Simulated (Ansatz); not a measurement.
## Geometry relaxation of MoP (part 1 of 2)

- system: MoP (2 atoms in the cell)
- method: DFT, r2SCAN, PAW with Ansatz's default frozen-core files, scalar-relativistic, no spin polarisation (Ansatz 0.2.0)

The structure derives from an entry of the Crystallography Open Database. Its volume is 0.65 times that of the source entry. It belongs to a series of runs on one base structure; here: shape and atoms relaxed at 0.65 of the volume.

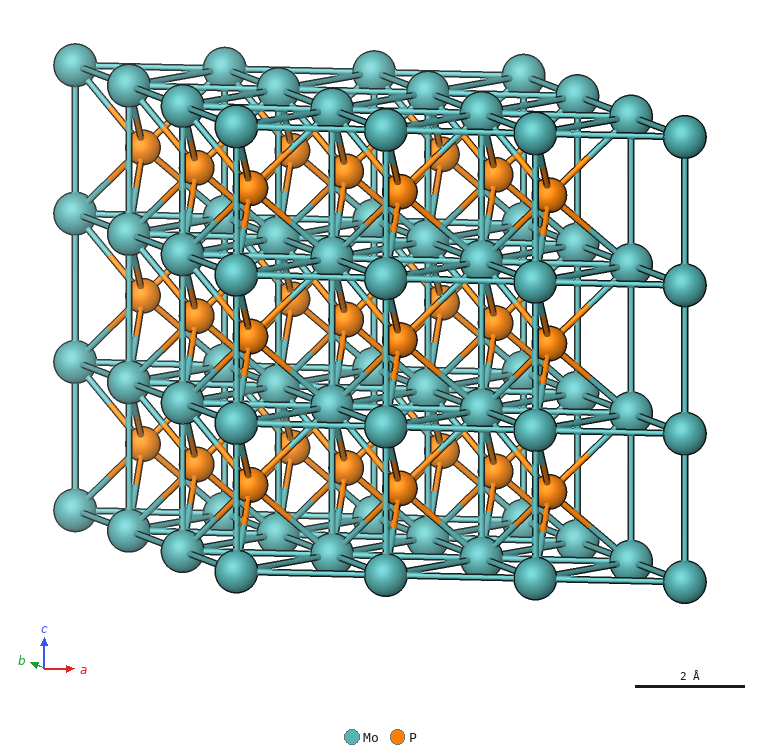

**Figure 1.** The starting structure (ball-and-stick view of the cell of the calculation, repeated 3 × 3 × 3, seen slightly off an axis). Near neighbours in the crystal (not all of them lie inside the picture): Mo has 8 Mo at 2.76 to 2.79 Å and 6 P at 2.12 Å; P has 6 Mo at 2.12 Å.

The input
```yaml
crystal:
  lattice:
    - [2.7918886365, 0.0, 0.0]
    - [-1.3959443183, 2.4178464838, 0.0]
    - [0.0, 0.0, 2.7641689851]
  atoms:
    - { symbol: Mo, position: [0.0, 0.0, 0.0] }
    - { symbol: P, position: [0.3333333333, 0.6666666667, 0.5] }
kpoints:
  mp_grid: { grid: [13, 13, 11] }
scf:
  occupations: { method: fermi_dirac, width: 0.05 }
hamiltonian:
  xc: r2scan
  pseudopotentials: { kind: paw }
output:
  forces: true
  stress: true
  write_density: true
  write_potential: true
  elf: true
  volumetric_format: npy
relax:
  f_tol: 0.01
  max_steps: 30
  cell: { stress_tol: 0.29, fix: [volume] }
```

Run as:
```bash
ansatz run input.yaml --threads 1 --pin off --max-ram 2048MiB --backend cpu --events-out ev --progress --plain --runs-dir out
```

What the program printed
```
Engine: ansatz 0.2.0, x86_64-unknown-linux-gnu
Pseudopotentials: kind: paw
Pseudopotential: Mo, paw, valence charge 14, recommended cutoff 500 eV (meta_gga), Mo.paw.azcp
Pseudopotential: P, paw, valence charge 5, recommended cutoff 500 eV (meta_gga), P.paw.azcp
Functional definition: r2SCAN
  parameter k0 = 0.174
  parameter k1 = 0.065
  parameter a1 = 4.9479
  exchange = r2scan_x(k0 = k0, k1 = k1, a1 = a1)
  correlation = r2scan_c
Crystal: 2 atoms, lattice volume = 18.659 Å³
Basis set: ecut = 500 eV, 467 PW (Γ), exchange–correlation on 96×96×96 points (64 copies of the dense FFT grid, shifted against one another)
Bands: 14, of which v1, the nominal top of the filled ones, is band 10 counted from 1 (9 counted from 0)
Symmetry: 12 space group operations
Space group: P-6m2 (ITA 187), of the structure as read, at distance tolerance 2.7e-5 Å
k-points: 126 of 1859 (time reversal used)
Non-local potential: Mo, projectors of the file, l = 0: 3, l = 1: 2, l = 2: 2, l = 3: 1
Non-local potential: P, projectors of the file, l = 0: 2, l = 1: 2, l = 2: 2
PAW form: soft (Blöchl's): semilocal exchange-correlation on the pseudo side does not see the compensation charge
PAW frozen core: Mo, regenerated for the run's functional (the file was generated under x = pbe(κ = 0.804, μ = 0.2195149727645171), c = pbe(β = 0.06672455060314922))
PAW frozen core: P, regenerated for the run's functional (the file was generated under x = pbe(κ = 0.804, μ = 0.2195149727645171), c = pbe(β = 0.06672455060314922))
PAW one-centre angular grid: Mo, 590 points (default); XC on 160 Gauss nodes
PAW one-centre angular grid: P, 302 points (default); XC on 160 Gauss nodes
Initial density: superposition of atomic densities (neutral atoms: chi_scale 0, normalization atom), corrected by the library's trained network
Initial wavefunctions: pseudopotential atomic-orbital guess
Functional: x = r2scan, c = r2scan; τ floored in thin density (d = 2e-4 eV/Å³)
SCF iter   1: F=—  HF=-5722.579194 eV  |F-HF|=—  |Δ(HF+E_count)|=         —  Δρ=1.84e-2  dr2=3.85e-2  dr2_τ=2.17e-1  ethr=1.77e-3  ⟨swp⟩=6.0  Hψ=11291  notcnv=0
preconditioner: auto → none  [insulator: Δε(μ)=0.131 eV  Ē_g=13.098 eV  σ=0.050 eV  W_gap=0.57  n_scr=8 (ndim 8)  ℏωp=28.5 eV  f_vac=0.000  D(μ)=0.14/eV (n_scr^D=0)  ε∞_Penn≈5.7]
SCF iter   2: F=—  HF=-5722.678181 eV  |F-HF|=—  |Δ(HF+E_count)|=   9.90e-2  Δρ=9.90e-3  dr2=7.35e-3  dr2_τ=1.97e-3  ethr=2.03e-4  ⟨swp⟩=2.0  Hψ=4000  notcnv=0  defer=32
SCF iter   3: F=—  HF=-5722.679363 eV  |F-HF|=—  |Δ(HF+E_count)|=   1.18e-3  Δρ=4.90e-3  dr2=1.42e-3  dr2_τ=1.59e-4  ethr=3.87e-5  ⟨swp⟩=2.2  Hψ=3008  notcnv=0  defer=32
SCF iter   4: F=—  HF=-5722.679834 eV  |F-HF|=—  |Δ(HF+E_count)|=   4.71e-4  Δρ=4.44e-4  dr2=1.33e-5  dr2_τ=2.83e-6  ethr=7.47e-6  ⟨swp⟩=2.2  Hψ=2529  notcnv=0  defer=32
SCF iter   5: F=—  HF=-5722.679847 eV  |F-HF|=—  |Δ(HF+E_count)|=   1.38e-5  Δρ=1.24e-4  dr2=8.59e-7  dr2_τ=1.21e-7  ethr=6.98e-8  ⟨swp⟩=2.0  Hψ=2803  notcnv=0  defer=32
SCF iter   6: F=-5722.679849 eV  HF=-5722.679849 eV  |F-HF|=2.45e-8  |Δ(HF+E_count)|=   1.21e-6  Δρ=1.30e-5  dr2=1.19e-8  dr2_τ=1.94e-9  ethr=5.26e-10  ⟨swp⟩=9.1  Hψ=11093  notcnv=0
SCF 1 converged in 6 iterations: F = -5722.679849 eV  dr2 = 1.19e-8
  greatest PAW one-centre occupation: 1.001 electrons in one spin orbital (limit 2), on the Mo atom at site 0 (counted from 0), in its partial waves of l = 1
relax step   1: F+E_penalty+E_count = -5722.67984866 eV  Δ(F+E_penalty+E_count) = +0.000e0 eV  max|allowed force component| = 1.203e-16 eV/Å  Δτ_max = 0.0000 Å  P = +251.983 GPa  Ω = 18.659 Å³  fix = [volume]  reactions: volume +251.983 GPa  (6 SCF iters, dr2 threshold 1.00e-7 eV, accepted)
Basis set: ecut = 500 eV, 455 PW (Γ), exchange–correlation on 96×96×96 points (64 copies of the dense FFT grid, shifted against one another)
Initial density: handed on by an earlier stage of this run
Initial wavefunctions: those handed on with the density
iter 1 solved again at ethr=1.15e-4 eV; its pass at ethr=3.10e-3 eV (dr2=2.19e-2 eV) is discarded
SCF iter   1: F=—  HF=-5722.822688 eV  |F-HF|=—  |Δ(HF+E_count)|=         —  Δρ=1.17e-2  dr2=2.24e-2  dr2_τ=6.90e-2  ethr=1.15e-4  ⟨swp⟩=1.1  Hψ=13617  notcnv=0
preconditioner: auto → none  [metal: Δε(μ)=0.071 eV  Ē_g=12.974 eV  σ=0.050 eV  W_gap=0.34  n_scr=8 (ndim 8)  ℏωp=28.5 eV  f_vac=0.000  D(μ)=0.45/eV (n_scr^D=0)]
SCF iter   2: F=—  HF=-5722.858052 eV  |F-HF|=—  |Δ(HF+E_count)|=   3.54e-2  Δρ=4.77e-3  dr2=1.90e-3  dr2_τ=2.22e-4  ethr=1.15e-4  ⟨swp⟩=2.0  Hψ=3365  notcnv=0
SCF iter   3: F=—  HF=-5722.858524 eV  |F-HF|=—  |Δ(HF+E_count)|=   4.72e-4  Δρ=2.17e-3  dr2=4.45e-4  dr2_τ=9.89e-5  ethr=1.00e-5  ⟨swp⟩=2.6  Hψ=2765  notcnv=0
SCF iter   4: F=—  HF=-5722.858626 eV  |F-HF|=—  |Δ(HF+E_count)|=   1.02e-4  Δρ=8.10e-4  dr2=6.57e-5  dr2_τ=1.19e-5  ethr=2.34e-6  ⟨swp⟩=2.1  Hψ=2406  notcnv=0
SCF iter   5: F=—  HF=-5722.858651 eV  |F-HF|=—  |Δ(HF+E_count)|=   2.48e-5  Δρ=9.29e-5  dr2=7.30e-7  dr2_τ=6.57e-8  ethr=3.46e-7  ⟨swp⟩=2.3  Hψ=2561  notcnv=0
SCF iter   6: F=-5722.858652 eV  HF=-5722.858652 eV  |F-HF|=1.47e-8  |Δ(HF+E_count)|=   6.47e-7  Δρ=1.38e-5  dr2=1.19e-8  dr2_τ=2.69e-9  ethr=1.05e-9  ⟨swp⟩=9.0  Hψ=10961  notcnv=0
SCF 2 converged in 6 iterations: F = -5722.858652 eV  dr2 = 1.19e-8
  greatest PAW one-centre occupation: 1.000 electrons in one spin orbital (limit 2), on the Mo atom at site 0 (counted from 0), in its partial waves of l = 1
relax step   2: F+E_penalty+E_count = -5722.85865183 eV  Δ(F+E_penalty+E_count) = -1.788e-1 eV  max|allowed force component| = 1.850e-17 eV/Å  Δτ_max = 0.0000 Å  P = +243.715 GPa  Ω = 18.659 Å³  energy of the carried Pulay correction = +1.904e-5 eV  fix = [volume]  reactions: volume +243.715 GPa  (6 SCF iters, dr2 threshold 2.00e-7 eV, accepted)
iter 1 solved again at ethr=3.66e-6 eV; its pass at ethr=3.10e-3 eV (dr2=6.96e-4 eV) is discarded
SCF iter   1: F=—  HF=-5722.863571 eV  |F-HF|=—  |Δ(HF+E_count)|=         —  Δρ=2.17e-3  dr2=7.05e-4  dr2_τ=2.80e-3  ethr=3.66e-6  ⟨swp⟩=1.6  Hψ=12011  notcnv=0
preconditioner: auto → none  [insulator: Δε(μ)=0.122 eV  Ē_g=12.942 eV  σ=0.050 eV  W_gap=0.51  n_scr=8 (ndim 8)  ℏωp=28.5 eV  f_vac=0.000  D(μ)=0.42/eV (n_scr^D=0)  ε∞_Penn≈5.9]
SCF iter   2: F=—  HF=-5722.865301 eV  |F-HF|=—  |Δ(HF+E_count)|=   1.73e-3  Δρ=9.81e-4  dr2=7.18e-5  dr2_τ=6.98e-6  ethr=3.66e-6  ⟨swp⟩=2.0  Hψ=2805  notcnv=0
SCF iter   3: F=—  HF=-5722.865328 eV  |F-HF|=—  |Δ(HF+E_count)|=   2.67e-5  Δρ=4.33e-4  dr2=1.69e-5  dr2_τ=3.22e-6  ethr=3.78e-7  ⟨swp⟩=2.6  Hψ=2663  notcnv=0
SCF iter   4: F=—  HF=-5722.865333 eV  |F-HF|=—  |Δ(HF+E_count)|=   5.60e-6  Δρ=1.53e-4  dr2=3.28e-6  dr2_τ=6.97e-7  ethr=8.89e-8  ⟨swp⟩=2.0  Hψ=2456  notcnv=0
SCF iter   5: F=-5722.865333 eV  HF=-5722.865333 eV  |F-HF|=8.36e-9  |Δ(HF+E_count)|=   2.22e-7  Δρ=1.17e-5  dr2=9.12e-9  dr2_τ=1.59e-9  ethr=1.05e-9  ⟨swp⟩=7.1  Hψ=11353  notcnv=0
SCF 3 converged in 5 iterations: F = -5722.865333 eV  dr2 = 9.12e-9
relax step   3: F+E_penalty+E_count = -5722.86533335 eV  Δ(F+E_penalty+E_count) = -6.682e-3 eV  max|allowed force component| = 3.238e-17 eV/Å  Δτ_max = 0.0000 Å  P = +242.211 GPa  Ω = 18.659 Å³  energy of the carried Pulay correction = +2.305e-5 eV  fix = [volume]  reactions: volume +242.211 GPa  (5 SCF iters, dr2 threshold 2.00e-7 eV, accepted)
iter 1 solved again at ethr=2.27e-7 eV; its pass at ethr=3.10e-3 eV (dr2=4.32e-5 eV) is discarded
SCF iter   1: F=—  HF=-5722.865581 eV  |F-HF|=—  |Δ(HF+E_count)|=         —  Δρ=5.75e-4  dr2=4.41e-5  dr2_τ=2.06e-4  ethr=2.27e-7  ⟨swp⟩=3.0  Hψ=11840  notcnv=0
preconditioner: auto → none  [metal: Δε(μ)=0.061 eV  Ē_g=12.932 eV  σ=0.050 eV  W_gap=0.28  n_scr=8 (ndim 8)  ℏωp=28.5 eV  f_vac=0.000  D(μ)=0.42/eV (n_scr^D=0)]
SCF iter   2: F=—  HF=-5722.865727 eV  |F-HF|=—  |Δ(HF+E_count)|=   1.46e-4  Δρ=2.96e-4  dr2=6.27e-6  dr2_τ=5.59e-7  ethr=2.27e-7  ⟨swp⟩=2.0  Hψ=2827  notcnv=0
SCF iter   3: F=—  HF=-5722.865729 eV  |F-HF|=—  |Δ(HF+E_count)|=   2.53e-6  Δρ=1.38e-4  dr2=1.54e-6  dr2_τ=2.52e-7  ethr=3.30e-8  ⟨swp⟩=2.5  Hψ=2575  notcnv=0
SCF iter   4: F=—  HF=-5722.865730 eV  |F-HF|=—  |Δ(HF+E_count)|=   6.94e-7  Δρ=4.18e-5  dr2=3.04e-7  dr2_τ=6.96e-8  ethr=8.10e-9  ⟨swp⟩=2.0  Hψ=2548  notcnv=0
SCF iter   5: F=-5722.865730 eV  HF=-5722.865730 eV  |F-HF|=5.57e-10  |Δ(HF+E_count)|=   3.30e-8  Δρ=2.82e-6  dr2=4.01e-10  dr2_τ=7.15e-11  ethr=1.05e-9  ⟨swp⟩=8.7  Hψ=10207  notcnv=0
SCF 4 converged in 5 iterations: F = -5722.865730 eV  dr2 = 4.01e-10
relax step   4: F+E_penalty+E_count = -5722.86572998 eV  Δ(F+E_penalty+E_count) = -3.966e-4 eV  max|allowed force component| = 2.313e-17 eV/Å  Δτ_max = 0.0000 Å  P = +241.809 GPa  Ω = 18.659 Å³  energy of the carried Pulay correction = +2.416e-5 eV  fix = [volume]  reactions: volume +241.809 GPa  (5 SCF iters, dr2 threshold 2.00e-7 eV, accepted)
iter 1 solved again at ethr=2.23e-8 eV; its pass at ethr=3.10e-3 eV (dr2=4.24e-6 eV) is discarded
SCF iter   1: F=—  HF=-5722.865740 eV  |F-HF|=—  |Δ(HF+E_count)|=         —  Δρ=1.80e-4  dr2=4.32e-6  dr2_τ=2.05e-5  ethr=2.23e-8  ⟨swp⟩=3.1  Hψ=11789  notcnv=0
preconditioner: auto → none  [metal: Δε(μ)=0.090 eV  Ē_g=12.929 eV  σ=0.050 eV  W_gap=0.41  n_scr=8 (ndim 8)  ℏωp=28.5 eV  f_vac=0.000  D(μ)=0.41/eV (n_scr^D=0)]
SCF iter   2: F=—  HF=-5722.865755 eV  |F-HF|=—  |Δ(HF+E_count)|=   1.45e-5  Δρ=9.27e-5  dr2=6.16e-7  dr2_τ=5.49e-8  ethr=2.23e-8  ⟨swp⟩=2.0  Hψ=2839  notcnv=0
SCF iter   3: F=-5722.865755 eV  HF=-5722.865755 eV  |F-HF|=2.61e-8  |Δ(HF+E_count)|=   2.46e-7  Δρ=4.33e-5  dr2=1.52e-7  dr2_τ=2.55e-8  ethr=1.05e-9  ⟨swp⟩=8.8  Hψ=10397  notcnv=0
SCF 5 converged in 3 iterations: F = -5722.865755 eV  dr2 = 1.52e-7
relax step   5: F+E_penalty+E_count = -5722.86575531 eV  Δ(F+E_penalty+E_count) = -2.533e-5 eV  max|allowed force component| = 1.018e-16 eV/Å  Δτ_max = 0.0000 Å  P = +241.680 GPa  Ω = 18.659 Å³  energy of the carried Pulay correction = +2.451e-5 eV  fix = [volume]  reactions: volume +241.680 GPa  (3 SCF iters, dr2 threshold 2.00e-7 eV, accepted)
Basis set: ecut = 500 eV, 455 PW (Γ), exchange–correlation on 80×80×96 points (64 copies of the dense FFT grid, shifted against one another)
Initial wavefunctions: pseudopotential atomic-orbital guess (no wavefunctions were taken with the density)
iter 1 solved again at ethr=5.58e-8 eV; its pass at ethr=3.10e-3 eV (dr2=1.06e-5 eV) is discarded
SCF iter   1: F=—  HF=-5722.865813 eV  |F-HF|=—  |Δ(HF+E_count)|=         —  Δρ=2.99e-4  dr2=1.01e-6  dr2_τ=6.81e-6  ethr=5.58e-8  ⟨swp⟩=3.6  Hψ=16407  notcnv=0
preconditioner: auto → none  [metal: Δε(μ)=0.092 eV  Ē_g=12.929 eV  σ=0.050 eV  W_gap=0.42  n_scr=8 (ndim 8)  ℏωp=28.5 eV  f_vac=0.000  D(μ)=0.41/eV (n_scr^D=0)]
SCF iter   2: F=—  HF=-5722.865830 eV  |F-HF|=—  |Δ(HF+E_count)|=   1.73e-5  Δρ=1.47e-4  dr2=2.28e-7  dr2_τ=9.73e-7  ethr=5.31e-9  ⟨swp⟩=2.8  Hψ=2988  notcnv=0
SCF iter   3: F=—  HF=-5722.865837 eV  |F-HF|=—  |Δ(HF+E_count)|=   6.32e-6  Δρ=2.04e-5  dr2=5.15e-8  dr2_τ=1.76e-8  ethr=1.20e-9  ⟨swp⟩=2.0  Hψ=2801  notcnv=0
SCF iter   4: F=—  HF=-5722.865837 eV  |F-HF|=—  |Δ(HF+E_count)|=   4.28e-8  Δρ=4.98e-6  dr2=1.89e-9  dr2_τ=6.68e-10  ethr=2.71e-10  ⟨swp⟩=2.3  Hψ=2599  notcnv=0
SCF iter   5: F=-5722.865837 eV  HF=-5722.865837 eV  |F-HF|=1.18e-10  |Δ(HF+E_count)|=   2.88e-9  Δρ=1.23e-6  dr2=6.94e-11  dr2_τ=4.53e-11  ethr=3.54e-12  ⟨swp⟩=7.3  Hψ=8890  notcnv=0
SCF 6 converged in 5 iterations: F = -5722.865837 eV  dr2 = 6.94e-11
relax step   6: F+E_penalty+E_count = -5722.86583662 eV  Δ(F+E_penalty+E_count) = -8.132e-5 eV  max|allowed force component| = 6.939e-17 eV/Å  Δτ_max = 0.0000 Å  P = +241.676 GPa  Ω = 18.659 Å³  fix = [volume]  reactions: volume +241.676 GPa  stress off target by 2.31e-2 GPa on what of the cell is left free  SCF on the basis re-selected at this cell (its energy is not comparable with the rows above)  (5 SCF iters)
```

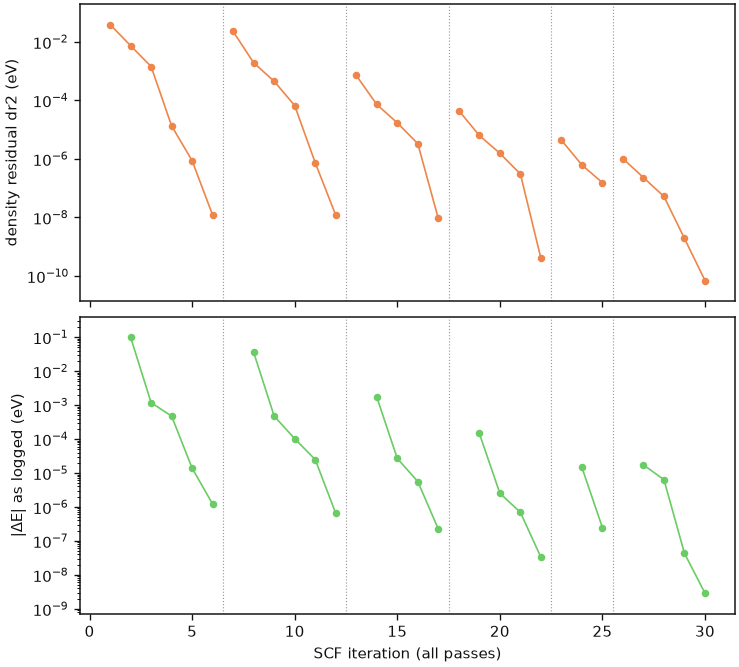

**Figure 2.** Convergence of the self-consistent field: density residual dr2 and size of the energy change against the SCF iteration. The dotted lines part the SCF passes of the relaxation: geometry steps, rejected trials and re-solves on a re-selected basis. The 6 passes take 3 to 6 iterations each, 30 in all.
